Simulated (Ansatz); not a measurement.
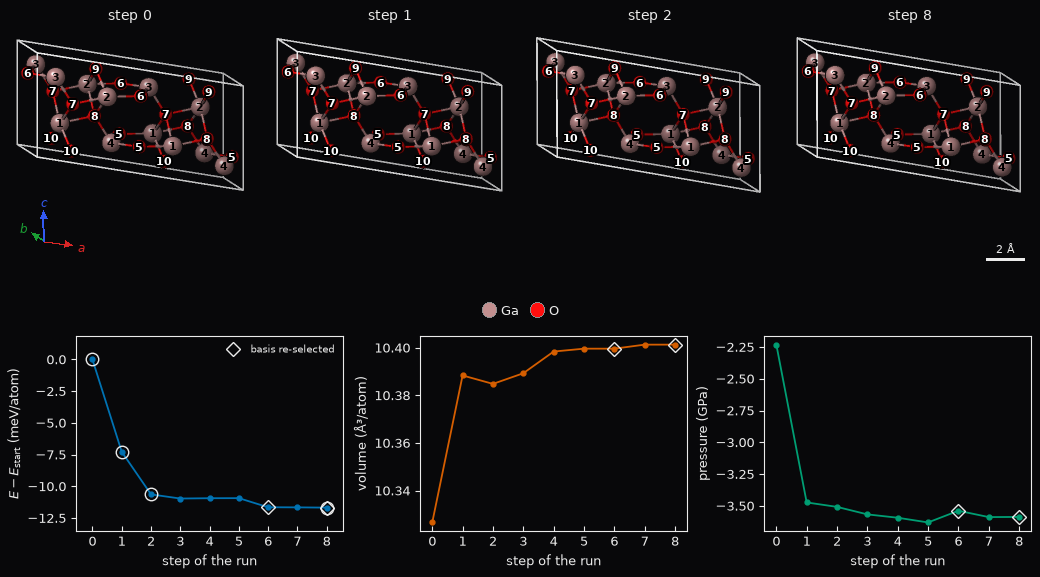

Frames of a relaxation of crystalline Ga₂O₃ (set up in C2/m), marked on the history of the run. A ball-and-stick model of the conventional cell (2 times the calculation's cell), seen slightly off an axis. Lengths and directions refer to the drawn axes.

Case: film's bulk on the substrate's plane, third vector and atoms relaxed.

These are results of DFT LDA, scalar-relativistic, plane waves, PAW in Ansatz, not measurements.

The input:
```yaml
crystal:
  lattice:
    - [3.1904749623, 0.0, 0.0]
    - [0.0, 14.1669894172, 0.0]
    - [-1.5952374811, 5.436027984, 2.2846843056]
  atoms:
    - { symbol: Ga, position: [0.0268045639, 0.3143101454, 0.0536091278] }
    - { symbol: Ga, position: [0.9731954361, 0.6856898546, 0.9463908722] }
    - { symbol: Ga, position: [0.1142434238, 0.7950604284, 0.2284868476] }
    - { symbol: Ga, position: [0.8857565762, 0.2049395716, 0.7715131524] }
    - { symbol: O, position: [0.2477759012, 0.2557965689, 0.4955518024] }
    - { symbol: O, position: [0.7522240988, 0.7442034311, 0.5044481976] }
    - { symbol: O, position: [0.2647160489, 0.5622023324, 0.5294320977] }
    - { symbol: O, position: [0.7352839511, 0.4377976676, 0.4705679023] }
    - { symbol: O, position: [0.2750397916, 0.8906541239, 0.5500795832] }
    - { symbol: O, position: [0.7249602084, 0.1093458761, 0.4499204168] }
basis:
  ecutwfc: 420
kpoints:
  mp_grid: { grid: [8, 2, 12] }
hamiltonian:
  xc: lda
scf:
  occupations: { method: gaussian, width: 0.02 }
output:
  forces: true
  stress: true
  eigenvalues: true
relax:
  adjacent_minimum: "off"
  f_tol: 0.01
  max_steps: 50
  cell: { fix: [a, b, gamma], stress_tol: 0.1 }
```

Launched with:
```bash
ansatz run input.yaml --threads 8 --pin off --max-ram 28672MiB --backend cpu --events-out ev --progress --plain --runs-dir out
```

> Describe the path.

Over 6 accepted moves (8 points after the start) the energy falls by 11.7 meV per atom. The largest force component goes from 1.1 to 0.0023 eV/Å. Pressure: −2.23 GPa at the start and −3.59 GPa at the end. The SCF was repeated twice at an unchanged geometry on a basis and grid sized afresh for the cell, which shifted the energy by 0.7 meV per atom at most. The largest moves relative to the cell, 0.039 Å, are those of O5 and O6. O6 goes along [1 0 1]. Largest moves by element: O 0.039 Å, Ga 0.027 Å. Cell: a 11.793 → 11.665 Å (−1.1 %), b unchanged at 3.190 Å, c 5.633 → 5.751 Å (+2.1 %), β 103.0° → 103.6°. Volume +0.7 %. Among the contacts that change: Ga3–O7 1.799 → 1.846 Å, Ga3–O6 1.884 → 1.849 Å, Ga3–O10 1.792 → 1.820 Å, Ga1–O7 2.102 → 2.125 Å. Bond angles that change, for instance: O5–Ga4–O5 115.7° → 119.2°, Ga4–O5–Ga4 115.7° → 119.2°, O8–Ga4–O9 119.5° → 121.7°. The space group stays C2/m (No. 12). From step 0 to 1: O atoms move most (0.03 Å), volume +0.6 %, energy −7.3 meV per atom. From step 1 to 2: O atoms move most (0.02 Å), energy −3.4 meV per atom. From step 2 to 8: Ga atoms move most (0.02 Å), volume +0.2 %, energy −1.0 meV per atom.
